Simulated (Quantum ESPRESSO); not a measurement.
## A series of single points on ZrS2

System: ZrS2 (P-3m1, 3 atoms in the cell).
Method: Kohn-Sham DFT of a periodic cell, r2SCAN, SG15 PBE 1.2, no spin polarisation (Quantum ESPRESSO 7.5).

The 7 runs differ only in the geometry, by an even scaling of the cell at fixed fractional positions. The structure derives from a Materials Project entry.

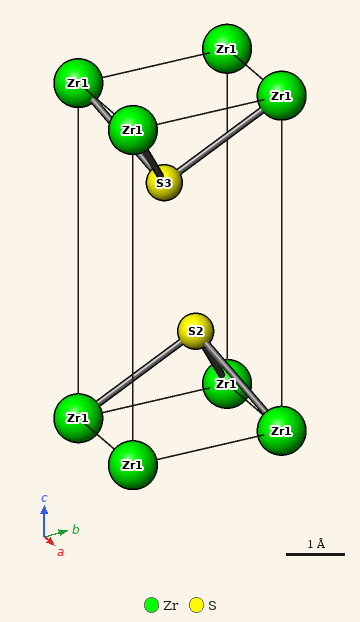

Figure 1. The structure of run 4 (ball-and-stick view of the cell of the calculation, seen slightly off an axis; atoms are numbered from 1 in the order of the input). An atom can appear more than once, as a periodic image.

### Input of run 4
```
&CONTROL
  calculation = 'scf'
  prefix = 'pwscf'
  outdir = './tmp'
  pseudo_dir = './pseudo'
  tstress = .true.
  disk_io = 'nowf'
/
&SYSTEM
  ibrav = 0
  nat = 3
  ntyp = 2
  ecutwfc = 66
  nbnd = 19
  input_dft = 'r2scan'
  occupations = 'smearing'
  smearing = 'fd'
  degauss = 0.00367493
  nosym = .true.
  nr1 = 48
  nr2 = 48
  nr3 = 72
/
&ELECTRONS
  conv_thr = 1d-08
  electron_maxstep = 120
  mixing_beta = 0.5
/
ATOMIC_SPECIES
Zr    91.2240 Zr_ONCV_PBE-1.2.upf
S     32.0600 S_ONCV_PBE-1.2.upf
CELL_PARAMETERS angstrom
   3.6913825498    0.0000000000    0.0000000000
  -1.8456912749    3.1968310632    0.0000000000
   0.0000000000    0.0000000000    6.0410770100
ATOMIC_POSITIONS crystal
Zr     0.0000000000    0.0000000000    0.0000000000
S      0.3333333333    0.6666666667    0.2379099700
S      0.6666666667    0.3333333333    0.7620900300
K_POINTS automatic
7 7 4 0 0 0
```

Command:
```bash
OMP_NUM_THREADS=1 mpirun -n 2 pw.x -nk 2 -in pw.in > pw.out
```

Run 5 differs from it as follows:
```diff
-   3.6913825498    0.0000000000    0.0000000000
-  -1.8456912749    3.1968310632    0.0000000000
-   0.0000000000    0.0000000000    6.0410770100
+   3.7158295043    0.0000000000    0.0000000000
+  -1.8579147522    3.2180027468    0.0000000000
+   0.0000000000    0.0000000000    6.0810853085
```

### Results, with one run withheld

| run | volume per atom (Å³) | free energy per atom, from the lowest run given (meV) | pressure (GPa) | gap on the mesh (eV) |
| --- | --- | --- | --- | --- |
| 1 | 22.337 | 27.99 | 6.53 | 1.39 |
| 2 | 22.813 | 12.06 | 4.11 | 1.40 |
| 3 | 23.288 | 2.94 | 1.93 | 1.42 |
| 4 | 23.763 | 0.00 | −0.05 | 1.43 |
| 5 | 24.238 | ? | ? | ? |
| 6 | 24.714 | 10.33 | −3.45 | 1.45 |
| 7 | 25.189 | 22.58 | −4.91 | 1.45 |

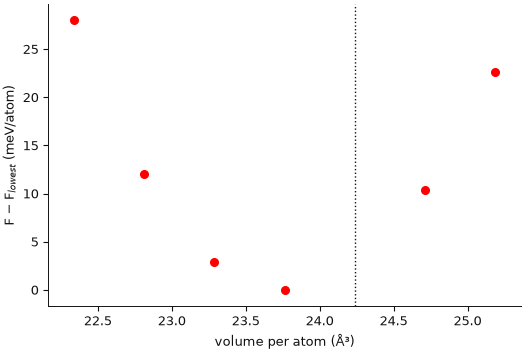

Figure 2. Free energy per atom of the runs given; the dotted line marks run 5.

What should run 5 give?

A cubic polynomial in V^(−2/3) (the Birch–Murnaghan form), fitted to the 6 runs given, misses them by at most 0.01 meV per atom. With x = V^(−2/3) − 0.12137 Å⁻², it reads F = 0.17643 + 865.77 x + 1.0704e+06 x² − 1.8516e+05 x³ (meV per atom). At run 5 it gives 2.63 meV per atom, and the run itself gives 2.64. The slope of the fit gives a pressure −dF/dV of −1.77 GPa there, and the run prints −1.83 GPa. The two needn't agree exactly: the fit is approximate, and the printed stress is taken on a finite basis. The fit has its minimum at 23.769 Å³ per atom, where V d²F/dV² gives 93.9 GPa. Cell shape and fractional positions are held, so this is the stiffness under even scaling; the relaxed bulk modulus wasn't computed and can be far lower in a crystal of layers, chains or molecules like this one. The gap on the mesh goes, without turning, from 1.39 eV in run 1 to 1.45 eV in run 7; run 5 has 1.44 eV. These are gaps of this functional on this mesh, which can miss the band edges; they aren't the measured gap.

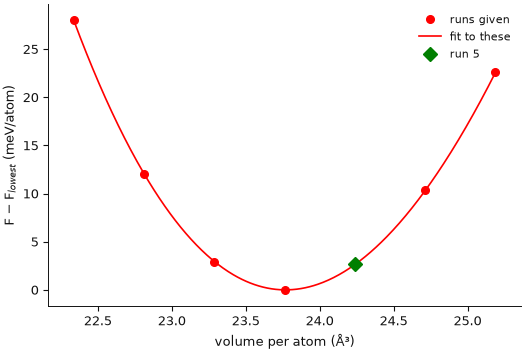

Figure 3. The fit and the withheld run.

### Some lines of the output (run 5)
```
[...]
     total energy              =    -136.11226261 Ry
     total energy              =    -136.16636908 Ry
     total energy              =    -136.21078704 Ry
     total energy              =    -136.21174480 Ry
     total energy              =    -136.21182554 Ry
     total energy              =    -136.21182975 Ry
     total energy              =    -136.21183009 Ry
     total energy              =    -136.21183006 Ry
     total energy              =    -136.21183010 Ry
     the Fermi energy is     6.6908 ev
!    total energy              =    -136.21183010 Ry
     The total energy is F=E-TS. E is the sum of the following terms:
     Computing stress (Cartesian axis) and pressure
          total   stress  (Ry/bohr**3)                   (kbar)     P=      -18.33
```

Notes: Further notes kept with the run: potentials made for another functional. Points of doubt noted for this run: potentials made for another functional.
